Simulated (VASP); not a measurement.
# TiO₂: geometry relaxation (part 2 of 3)

Continued. System: TiO₂ (6 atoms in the cell). Method: Kohn-Sham DFT of a periodic cell, PBE, VASP PAW PBE potentials, soft, no spin polarisation (VASP 6.6.1); cutoff 300 eV, 5×5×5 k-mesh, Gaussian smearing of 0.03 eV. The structure derives from an entry of the Crystallography Open Database.

Geometry of the input (Å; fractional positions):
```
-1.9000  1.9000  4.8225
1.9000  -1.9000  4.8225
1.9000  1.9000  -4.8225
Ti 0.0000  0.0000  0.0000
Ti 0.7500  0.2500  0.5000
O  0.2073  0.2073  0.0000
O  0.9573  0.4573  0.5000
O  0.5427  0.0427  0.5000
O  0.7927  0.7927  0.0000
```

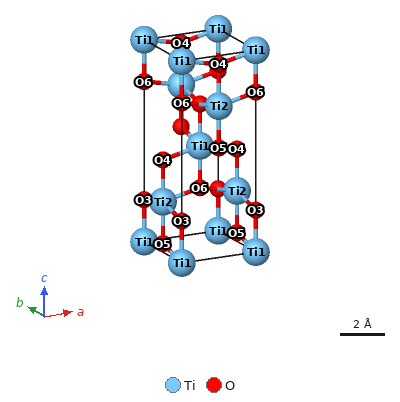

Figure 1. The starting structure (ball-and-stick view of the cell 2 times as large as that of the calculation, set on its symmetry axes, seen at an oblique angle; atoms are numbered from 1 in the order of the input).

Parts of OUTCAR, continued
```
   k-points           NKPTS =     18   k-points in BZ     NKDIM =     18   number of bands    NBANDS=     28
   number of dos      NEDOS =    301   number of ions     NIONS =      6
   total plane-waves  NPLWV =  32768
   dimension x,y,z NGX =    32 NGY =   32 NGZ =   32
   dimension x,y,z NGXF=    64 NGYF=   64 NGZF=   64
   ions per type =               2   4
   NGX,Y,Z   is equivalent  to a cutoff of   9.64,  9.64,  9.64 a.u.
   NGXF,Y,Z  is equivalent  to a cutoff of  19.27, 19.27, 19.27 a.u.
 SYSTEM =  unknown system
   PREC   = accura    normal or accurate (medium, high low for compatibility)
   ISTART =      0    job   : 0-new  1-cont  2-samecut
   ICHARG =      2    charge: 1-file 2-atom 10-const
   ISPIN  =      1    spin polarized calculation?
   LNONCOLLINEAR =      F non collinear calculations
   LSORBIT =      F    spin-orbit coupling
   LASPH  =      T    aspherical Exc in radial PAW
   ENCUT  =  300.0 eV  22.05 Ry    4.70 a.u.   7.80  7.80  7.80*2*pi/ulx,y,z
   NELM   =     80;   NELMIN=  2; NELMDL= -5     # of ELM steps
   EDIFF  = 0.1E-06   stopping-criterion for ELM
   LREAL  =      F    real-space projection
   EDIFFG = -.5E-02   stopping-criterion for IOM
   NSW    =     90    number of steps for IOM
   IBRION =      2    ionic relax: 0-MD 1-quasi-New 2-CG
   NFREE  =      1    steps in history (QN), initial steepest desc. (CG)
   ISIF   =      3    stress and relaxation
   ISYM   =      2    0-nonsym 1-usesym 2-fastsym
   POTIM  = 0.5000    time-step for ionic-motion
   TEBEG  =    0.0;   TEEND  =   0.0 temperature during run
   PSTRESS=    0.0 pullay stress
   NELECT =      48.0000    total number of electrons
   NUPDOWN=      -1.0000    fix difference up-down
   EMIN   =  10.00;   EMAX   =-10.00  energy-range for DOS
   EFERMI =   0.00;   METHOD = LEGACY
   ISMEAR =     0;   SIGMA  =   0.03  broadening in eV -4-tet -1-fermi 0-gaus
   EFERMI_NEDOS =   21; number of points for ismear=-14 and -15
   IALGO  =     38    algorithm
   IMIX   =      4    mixing-type and parameters
     AMIX     =   0.40;   BMIX     =  1.00
     AMIX_MAG =   1.60;   BMIX_MAG =  1.00
  volume/ion in A,a.u.               =      11.61        78.32
  Fermi-wavevector in a.u.,A,eV,Ry     =   1.446125  2.732780 28.453561  2.091278
  Thomas-Fermi vector in A             =   2.564229
   LORBIT       =      0    0 simple, 1 ext, 2 COOP (PROOUT), +10 PAW based schemes
   GGA     = PE    functional components
   LHFCALC =     F    Hartree Fock is set to
   AEXX    =    0.0000 exact exchange contribution
   IVDW    =     0    specifies the selected vdW correction
   LEPSILON=     F    determine dielectric tensor
   LRPA    =     F    only Hartree local field effects (RPA)
 conjugate gradient relaxation of ions
 non-spin polarized calculation
 Gauss-broadening in eV      SIGMA  =   0.03
  energy-cutoff  :      300.00
  volume of cell :       69.64
 maximum number of plane-waves:       834
   NGX = 15   NGY = 15   NGZ = 15

--------------------------------------- Ionic step        1  -------------------------------------------

 number of electron      47.9999993 magnetization

 Free energy of the ion-electron system (eV)
  ---------------------------------------------------
  ext. energy  EPLUGINS =         0.00000000
  ---------------------------------------------------
  free energy    TOTEN  =       -53.81362072 eV

  energy without entropy =      -53.81362072  energy(sigma->0) =      -53.81362072

------------------------ aborting loop because EDIFF is reached ----------------------------------------

  FORCE on cell =-STRESS in cart. coord.  units (eV):
  Direction    XX          YY          ZZ          XY          YZ          ZX
  --------------------------------------------------------------------------------------
  -------------------------------------------------------------------------------------
  Total        0.0835957      0.0835957      0.2144273      0.0000000     -0.0000000      0.0000000
  in kB        1.9232971      1.9232971      4.9333553      0.0000000     -0.0000000      0.0000000
  external PRESSURE =       2.9266499 kB  Pullay stress =       0.0000000 kB

 VOLUME and BASIS-vectors are now :
 -----------------------------------------------------------------------------
  energy-cutoff  :      300.00
  volume of cell :       69.64
      direct lattice vectors                 reciprocal lattice vectors
    -1.900024284  1.900024284  4.822473719     0.000000000  0.263154531  0.103681229
     1.900024284 -1.900024284  4.822473719     0.263154531  0.000000000  0.103681229
     1.900024284  1.900024284 -4.822473719     0.263154531  0.263154531  0.000000000

 POSITION                                       TOTAL-FORCE (eV/Angst)
 -----------------------------------------------------------------------------------
      0.00000      0.00000      0.00000        -0.000000     -0.000000     -0.000000
      0.00000      1.90002      2.41124        -0.000000     -0.000000     -0.000000
      0.00000      0.00000      1.99966         0.000000      0.000000      0.001994
      0.00000      1.90002      4.41090         0.000000      0.000000      0.001994
      0.00000      1.90002      0.41158        -0.000000     -0.000000     -0.001994
      0.00000      0.00000      7.64529         0.000000      0.000000     -0.001994
 -----------------------------------------------------------------------------------
    total drift:                               -0.000000     -0.000000      0.000000

  FREE ENERGIE OF THE ION-ELECTRON SYSTEM (eV)
  ---------------------------------------------------
  free  energy   TOTEN  =       -53.8136207176 eV

  energy  without entropy=      -53.8136207176  energy(sigma->0) =      -53.81362072

--------------------------------------- Ionic step        2  -------------------------------------------

 number of electron      47.9999990 magnetization

------------------------ aborting loop because EDIFF is reached ----------------------------------------

  FORCE on cell =-STRESS in cart. coord.  units (eV):
  Direction    XX          YY          ZZ          XY          YZ          ZX
  --------------------------------------------------------------------------------------
  -------------------------------------------------------------------------------------
  Total       -0.1817078     -0.1817078     -0.1882388      0.0000000      0.0000000      0.0000000
  in kB       -4.1677739     -4.1677739     -4.3175746      0.0000000      0.0000000      0.0000000
  external PRESSURE =      -4.2177075 kB  Pullay stress =       0.0000000 kB

 VOLUME and BASIS-vectors are now :
 -----------------------------------------------------------------------------
  energy-cutoff  :      300.00
  volume of cell :       69.85
      direct lattice vectors                 reciprocal lattice vectors
    -1.901301378  1.901301378  4.830788098     0.000000000  0.262977772  0.103502780
     1.901301378 -1.901301378  4.830788098     0.262977772  0.000000000  0.103502780
     1.901301378  1.901301378 -4.830788098     0.262977772  0.262977772  0.000000000

 POSITION                                       TOTAL-FORCE (eV/Angst)
 -----------------------------------------------------------------------------------
      1.90130      1.90130      4.83079         0.000000      0.000000      0.000000
      0.00000      1.90130      2.41539         0.000000      0.000000     -0.000000
      0.00000      0.00000      2.00321        -0.000000      0.000000     -0.028895
      0.00000      1.90130      4.41860         0.000000     -0.000000     -0.028895
      0.00000      1.90130      0.41219         0.000000     -0.000000      0.028895
      0.00000      0.00000      7.65837        -0.000000      0.000000      0.028895
 -----------------------------------------------------------------------------------
    total drift:                               -0.000000     -0.000000      0.000000

  FREE ENERGIE OF THE ION-ELECTRON SYSTEM (eV)
  ---------------------------------------------------
  free  energy   TOTEN  =       -53.8135736719 eV

  energy  without entropy=      -53.8135736719  energy(sigma->0) =      -53.81357367

--------------------------------------- Ionic step        3  -------------------------------------------

 number of electron      47.9999992 magnetization

------------------------ aborting loop because EDIFF is reached ----------------------------------------

  FORCE on cell =-STRESS in cart. coord.  units (eV):
  Direction    XX          YY          ZZ          XY          YZ          ZX
  --------------------------------------------------------------------------------------
  -------------------------------------------------------------------------------------
  Total       -0.0386336     -0.0386336      0.0289716      0.0000000      0.0000000      0.0000000
  in kB       -0.8876036     -0.8876036      0.6656205      0.0000000      0.0000000      0.0000000
  external PRESSURE =      -0.3698622 kB  Pullay stress =       0.0000000 kB

 VOLUME and BASIS-vectors are now :
 -----------------------------------------------------------------------------
  energy-cutoff  :      300.00
  volume of cell :       69.74
      direct lattice vectors                 reciprocal lattice vectors
    -1.900607178  1.900607178  4.826268588     0.000000000  0.263073825  0.103599705
     1.900607178 -1.900607178  4.826268588     0.263073825  0.000000000  0.103599705
     1.900607178  1.900607178 -4.826268588     0.263073825  0.263073825  0.000000000

 POSITION                                       TOTAL-FORCE (eV/Angst)
 -----------------------------------------------------------------------------------
      0.00000      0.00000      0.00000        -0.000000     -0.000000     -0.000000
      0.00000      1.90061      2.41313        -0.000000     -0.000000     -0.000000
      0.00000      0.00000      2.00128        -0.000000      0.000000     -0.012167
      0.00000      1.90061      4.41441         0.000000     -0.000000     -0.012167
      0.00000      1.90061      0.41186         0.000000     -0.000000      0.012167
      0.00000      0.00000      7.65126        -0.000000      0.000000      0.012167
 -----------------------------------------------------------------------------------
    total drift:                               -0.000000     -0.000000      0.000000

  FREE ENERGIE OF THE ION-ELECTRON SYSTEM (eV)
  ---------------------------------------------------
  free  energy   TOTEN  =       -53.8137312381 eV

  energy  without entropy=      -53.8137312381  energy(sigma->0) =      -53.81373124

--------------------------------------- Ionic step        4  -------------------------------------------

 number of electron      47.9999991 magnetization

------------------------ aborting loop because EDIFF is reached ----------------------------------------

  FORCE on cell =-STRESS in cart. coord.  units (eV):
  Direction    XX          YY          ZZ          XY          YZ          ZX
  --------------------------------------------------------------------------------------
  -------------------------------------------------------------------------------------
  Total       -0.0190993     -0.0190993      0.0162644      0.0000000      0.0000000      0.0000000
  in kB       -0.4387926     -0.4387926      0.3736626      0.0000000      0.0000000      0.0000000
  external PRESSURE =      -0.1679742 kB  Pullay stress =       0.0000000 kB

 VOLUME and BASIS-vectors are now :
 -----------------------------------------------------------------------------
  energy-cutoff  :      300.00
  volume of cell :       69.74
      direct lattice vectors                 reciprocal lattice vectors
    -1.900236579  1.900236579  4.828284142     0.000000000  0.263125132  0.103556457
     1.900236579 -1.900236579  4.828284142     0.263125132  0.000000000  0.103556457
     1.900236579  1.900236579 -4.828284142     0.263125132  0.263125132  0.000000000

 POSITION                                       TOTAL-FORCE (eV/Angst)
 -----------------------------------------------------------------------------------
      1.90024      1.90024      4.82828        -0.000000     -0.000000      0.000000
      0.00000      1.90024      2.41414        -0.000000     -0.000000      0.000000
      0.00000      0.00000      2.00160         0.000000     -0.000000     -0.012162
      0.00000      1.90024      4.41575        -0.000000      0.000000     -0.012162
     -0.00000      1.90024      0.41254        -0.000000      0.000000      0.012162
      0.00000      0.00000      7.65497         0.000000     -0.000000      0.012162
 -----------------------------------------------------------------------------------
    total drift:                               -0.000000     -0.000000      0.000000

  FREE ENERGIE OF THE ION-ELECTRON SYSTEM (eV)
  ---------------------------------------------------
  free  energy   TOTEN  =       -53.8137767573 eV

  energy  without entropy=      -53.8137767573  energy(sigma->0) =      -53.81377676

--------------------------------------- Ionic step        5  -------------------------------------------

 number of electron      47.9999989 magnetization

------------------------ aborting loop because EDIFF is reached ----------------------------------------
```
